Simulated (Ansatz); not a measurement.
## Run report: Si$_{3}$N$_{4}$, geometry relaxation (part 2 of 2)

Continued. System: Si$_{3}$N$_{4}$ (Fd-3m, 14 atoms in the cell). Method: DFT PBE, scalar-relativistic, plane waves, PAW, no spin polarisation (Ansatz 0.2.0); cutoff 420 eV, 6×6×6 k-mesh, Gaussian smearing of 0.02 eV. The structure derives from a Materials Project entry.

Geometry of the input (Å; fractional positions):
```
0.0000  3.8937  3.8937
3.8937  0.0000  3.8937
3.8937  3.8937  0.0000
Si 0.1250  0.1250  0.6250
Si 0.1250  0.6250  0.1250
Si 0.6250  0.1250  0.1250
Si 0.1250  0.1250  0.1250
Si 0.7500  0.7500  0.7500
Si 0.5000  0.5000  0.5000
N  0.3676  0.3676  0.3676
N  0.3527  0.8824  0.8824
N  0.8824  0.8824  0.3527
N  0.8824  0.3527  0.8824
N  0.3676  0.3676  0.8973
N  0.3676  0.8973  0.3676
N  0.8824  0.8824  0.8824
N  0.8973  0.3676  0.3676
```

## Output, continued
```
--- Forces (eV/Å), atoms counted from 1 ---
  atom   1  Si     0.00000000    -0.00000000    -0.00000000
  atom   2  Si     0.00000000    -0.00000000     0.00000000
  atom   3  Si     0.00000000    -0.00000000     0.00000000
  atom   4  Si     0.00000000     0.00000000     0.00000000
  atom   5  Si     0.00000000    -0.00000000    -0.00000000
  atom   6  Si    -0.00000000     0.00000000     0.00000000
  atom   7  N     -0.00005553    -0.00005553    -0.00005553
  atom   8  N      0.00005553    -0.00005553    -0.00005553
  atom   9  N     -0.00005553    -0.00005553     0.00005553
  atom  10  N     -0.00005553     0.00005553    -0.00005553
  atom  11  N      0.00005553     0.00005553    -0.00005553
  atom  12  N      0.00005553    -0.00005553     0.00005553
  atom  13  N      0.00005553     0.00005553     0.00005553
  atom  14  N     -0.00005553     0.00005553     0.00005553
  max |Σ_I F_I| component: 7.15e-17 eV/Å
--- Stress (GPa, compression-positive) ---
        0.004339      -0.000000      -0.000000
       -0.000000       0.004339      -0.000000
       -0.000000      -0.000000       0.004339
  P = ⅓ Tr σ = 0.0043 GPa (0.043 kbar)
--- Band table (eV; the first three rows and the last of 16) ---
  k-point 0: bands = ["-7.7858", "-4.5156", "-3.5962", "-3.5962", "-3.5962", "-2.6382", "-2.6382", "-2.6382", "0.5190", "1.5455", "2.1148", "2.1148", "2.1148", "3.8000", "3.8000", "6.8054", "6.8054", "6.8054", "8.6481", "8.6481", "8.6481", "9.0978", "9.0978", "9.0978", "10.1931", "10.1931", "10.8125", "10.8125", "10.8125", "10.9283", "10.9283", "10.9283", "14.3114", "14.3114", "14.3114", "15.8420", "16.9114", "17.7441", "18.4782", "18.4782", "18.7436", "18.7436", "18.7436", "20.5259", "20.5259", "20.5259"]
  k-point 1: bands = ["-7.6385", "-4.6910", "-3.9160", "-3.5693", "-3.5693", "-2.7497", "-2.7407", "-2.7407", "0.8843", "1.8510", "2.3148", "2.3148", "2.6930", "4.0546", "4.0546", "6.3167", "6.7358", "6.7358", "8.2520", "8.2520", "8.5409", "8.7315", "9.0047", "9.0047", "9.9364", "9.9364", "10.1915", "10.5781", "10.5781", "10.6744", "10.8871", "10.8871", "14.7030", "14.8148", "14.8148", "16.3475", "17.2986", "18.1974", "18.9080", "18.9080", "19.0289", "19.1835", "19.1835", "20.0450", "20.7765", "20.7765"]
  k-point 2: bands = ["-7.2197", "-5.4162", "-4.0841", "-3.4812", "-3.4812", "-3.0309", "-2.9729", "-2.9729", "1.6181", "2.5324", "2.8583", "2.8583", "4.0493", "4.4676", "4.4676", "5.5303", "6.5203", "6.5203", "7.2871", "7.8767", "7.8767", "8.5218", "8.5218", "8.5698", "8.9400", "9.2422", "9.2422", "10.3602", "10.4521", "10.4521", "10.7546", "10.7546", "15.4155", "15.8605", "15.8605", "17.4684", "17.6282", "18.6608", "18.6608", "18.8579", "19.7071", "20.0683", "20.4330", "20.4330", "21.0196", "21.0196"]
  k-point 15: bands = ["-6.0820", "-6.0820", "-4.7868", "-4.7868", "-3.3138", "-3.3138", "-2.6098", "-2.6098", "3.1907", "3.1907", "3.9297", "3.9297", "4.8243", "4.8243", "5.5196", "5.5196", "5.7883", "5.7883", "6.6406", "6.6406", "7.2988", "7.2988", "7.6098", "7.6098", "8.8949", "8.8949", "9.2466", "9.2466", "9.7658", "9.7658", "10.3675", "10.3675", "17.6332", "17.6332", "18.0180", "18.0180", "18.8447", "18.8447", "19.7009", "19.7009", "20.5624", "20.5624", "20.7567", "20.7567", "21.7174", "21.7174"]
--- Relaxed structure (3 steps of the walk, 3 accepted, 1 SCFs on fresh bases) ---
  F+E_penalty+E_count = -6899.80070997 eV   max|allowed force component| = 5.553e-5 eV/Å   (the final SCF, on the basis selected at the relaxed cell)
  cell:  # Å, volume = 118.1476 Å³
    - [1.1783047826071054e-34, 3.8946186242419065, 3.8946186242419065]
    - [3.8946186242419065, -1.528611609868677e-34, 3.8946186242419065]
    - [3.8946186242419065, 3.8946186242419065, -1.3693812338406897e-34]
  atoms:
    - { symbol: Si, position: [0.125, 0.125, 0.6250000000000001] }
    - { symbol: Si, position: [0.125, 0.6250000000000001, 0.12499999999999994] }
    - { symbol: Si, position: [0.6250000000000001, 0.125, 0.12499999999999994] }
    - { symbol: Si, position: [0.125, 0.125, 0.125] }
    - { symbol: Si, position: [0.7500000000000001, 0.7500000000000001, 0.7500000000000001] }
    - { symbol: Si, position: [0.5, 0.5, 0.5] }
    - { symbol: N, position: [0.36754228948151796, 0.36754228948151796, 0.36754228948151796] }
    - { symbol: N, position: [0.3526268684445537, 0.8824577105184823, 0.8824577105184824] }
    - { symbol: N, position: [0.8824577105184823, 0.8824577105184823, 0.3526268684445537] }
    - { symbol: N, position: [0.8824577105184823, 0.3526268684445537, 0.8824577105184824] }
    - { symbol: N, position: [0.36754228948151796, 0.36754228948151796, 0.8973731315554463] }
    - { symbol: N, position: [0.36754228948151796, 0.8973731315554463, 0.3675422894815179] }
    - { symbol: N, position: [0.8824577105184823, 0.8824577105184823, 0.8824577105184823] }
    - { symbol: N, position: [0.8973731315554463, 0.36754228948151796, 0.3675422894815179] }
```

## Trajectory as extended XYZ (Å, eV, eV/Å), 4 frames, from step=1 to step=4
```
14
Lattice="0.0000 3.8937 3.8937 3.8937 0.0000 3.8937 3.8937 3.8937 0.0000" Properties=species:S:1:pos:R:3:forces:R:3 step=1 energy=-6899.80065 pressure_GPa=0.20
Si    2.9203    2.9203    0.9734    0.0000   0.0000   0.0000
Si    2.9203    0.9734    2.9203    0.0000   0.0000   0.0000
Si    0.9734    2.9203    2.9203    0.0000   0.0000   0.0000
Si    0.9734    0.9734    0.9734    0.0000   0.0000   0.0000
Si    5.8406    5.8406    5.8406    0.0000   0.0000   0.0000
Si    3.8937    3.8937    3.8937    0.0000   0.0000   0.0000
N     2.8624    2.8624    2.8624   -0.0059  -0.0059  -0.0059
N     6.8719    4.8092    4.8092    0.0059  -0.0059  -0.0059
N     4.8092    4.8092    6.8719   -0.0059  -0.0059   0.0059
N     4.8092    6.8719    4.8092   -0.0059   0.0059  -0.0059
N     4.9251    4.9251    2.8624    0.0059   0.0059  -0.0059
N     4.9251    2.8624    4.9251    0.0059  -0.0059   0.0059
N     6.8719    6.8719    6.8719    0.0059   0.0059   0.0059
N     2.8624    4.9251    4.9251   -0.0059   0.0059   0.0059
14
Lattice="0.0000 3.8941 3.8941 3.8941 0.0000 3.8941 3.8941 3.8941 0.0000" Properties=species:S:1:pos:R:3:forces:R:3 step=2 energy=-6899.80054 pressure_GPa=0.10
Si    2.9206    2.9206    0.9735    0.0000   0.0000   0.0000
Si    2.9206    0.9735    2.9206    0.0000   0.0000   0.0000
Si    0.9735    2.9206    2.9206    0.0000   0.0000   0.0000
Si    0.9735    0.9735    0.9735    0.0000   0.0000   0.0000
Si    5.8412    5.8412    5.8412    0.0000   0.0000   0.0000
Si    3.8941    3.8941    3.8941    0.0000   0.0000   0.0000
N     2.8626    2.8626    2.8626   -0.0030  -0.0030  -0.0030
N     6.8728    4.8097    4.8097    0.0030  -0.0030  -0.0030
N     4.8097    4.8097    6.8728   -0.0030  -0.0030   0.0030
N     4.8097    6.8728    4.8097   -0.0030   0.0030  -0.0030
N     4.9257    4.9257    2.8626    0.0030   0.0030  -0.0030
N     4.9257    2.8626    4.9257    0.0030  -0.0030   0.0030
N     6.8728    6.8728    6.8728    0.0030   0.0030   0.0030
N     2.8626    4.9257    4.9257   -0.0030   0.0030   0.0030
14
Lattice="0.0000 3.8946 3.8946 3.8946 0.0000 3.8946 3.8946 3.8946 0.0000" Properties=species:S:1:pos:R:3:forces:R:3 step=3 energy=-6899.80039 pressure_GPa=-0.00
Si    2.9210    2.9210    0.9737    0.0000   0.0000   0.0000
Si    2.9210    0.9737    2.9210    0.0000   0.0000   0.0000
Si    0.9737    2.9210    2.9210    0.0000   0.0000   0.0000
Si    0.9737    0.9737    0.9737    0.0000   0.0000   0.0000
Si    5.8419    5.8419    5.8419    0.0000   0.0000   0.0000
Si    3.8946    3.8946    3.8946    0.0000   0.0000   0.0000
N     2.8629    2.8629    2.8629    0.0000   0.0000   0.0000
N     6.8737    4.8102    4.8102    0.0000   0.0000   0.0000
N     4.8102    4.8102    6.8737    0.0000   0.0000   0.0000
N     4.8102    6.8737    4.8102    0.0000   0.0000   0.0000
N     4.9264    4.9264    2.8629    0.0000   0.0000   0.0000
N     4.9264    2.8629    4.9264    0.0000   0.0000   0.0000
N     6.8737    6.8737    6.8737    0.0000   0.0000   0.0000
N     2.8629    4.9264    4.9264    0.0000   0.0000   0.0000
14
Lattice="0.0000 3.8946 3.8946 3.8946 0.0000 3.8946 3.8946 3.8946 0.0000" Properties=species:S:1:pos:R:3:forces:R:3 step=4 energy=-6899.80071 pressure_GPa=0.00
Si    2.9210    2.9210    0.9737    0.0000   0.0000   0.0000
Si    2.9210    0.9737    2.9210    0.0000   0.0000   0.0000
Si    0.9737    2.9210    2.9210    0.0000   0.0000   0.0000
Si    0.9737    0.9737    0.9737    0.0000   0.0000   0.0000
Si    5.8419    5.8419    5.8419    0.0000   0.0000   0.0000
Si    3.8946    3.8946    3.8946    0.0000   0.0000   0.0000
N     2.8629    2.8629    2.8629   -0.0001  -0.0001  -0.0001
N     6.8737    4.8102    4.8102    0.0001  -0.0001  -0.0001
N     4.8102    4.8102    6.8737   -0.0001  -0.0001   0.0001
N     4.8102    6.8737    4.8102   -0.0001   0.0001  -0.0001
N     4.9264    4.9264    2.8629    0.0001   0.0001  -0.0001
N     4.9264    2.8629    4.9264    0.0001  -0.0001   0.0001
N     6.8737    6.8737    6.8737    0.0001   0.0001   0.0001
N     2.8629    4.9264    4.9264   -0.0001   0.0001   0.0001
```

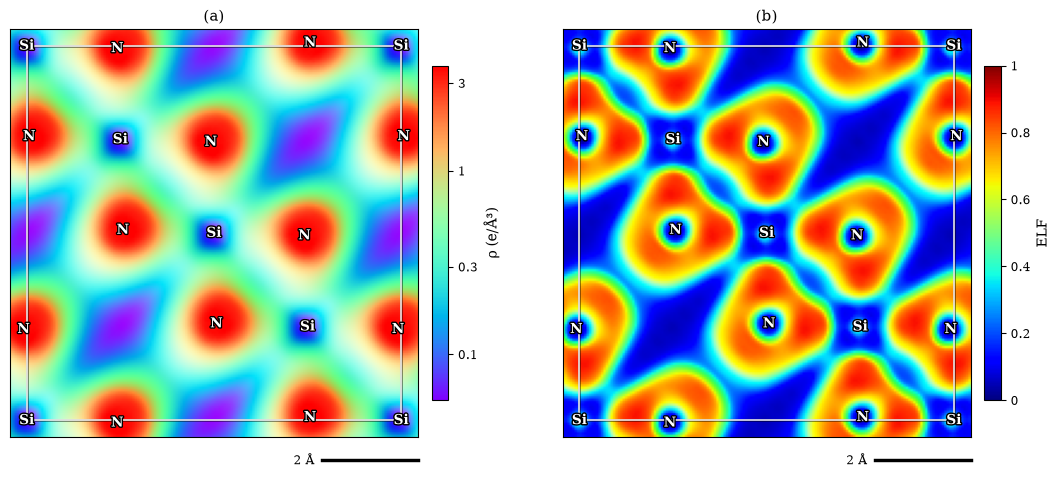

Fig. 1: (a) valence pseudo-density; (b) electron localisation function on the (010) plane of the conventional cell. Away from the nuclei the density in this plane falls to 0.06 e/Å³ at its lowest. In a PAW calculation such maps are meaningful between the atoms, not at the nuclei.

## Results in brief

| quantity | value |
| --- | --- |
| outcome | converged |
| space group (tolerance 0.01 Å) | Fd-3m (227) |
| electrons treated | 64 |
| free energy | −6899.8007 eV |
| Fermi energy | 12.640 eV |
| gap on the k-point mesh | 3.34 eV |
| pressure | 0.00 GPa |
| final volume | 118.15 Å³ |
| largest force (length of the vector) at the end | under 0.001 eV/Å |
| final cell | a = 5.508 Å, b = 5.508 Å, c = 5.508 Å, α = 60.00°, β = 60.00°, γ = 60.00° |
| hardware | 4 threads of Intel Xeon @ 2.50GHz (Skylake/Cascade Lake), 189 GiB of memory available, shared host |
| wall time | 16 s (CPU time 55 s) |
| peak memory | 0.53 GiB |
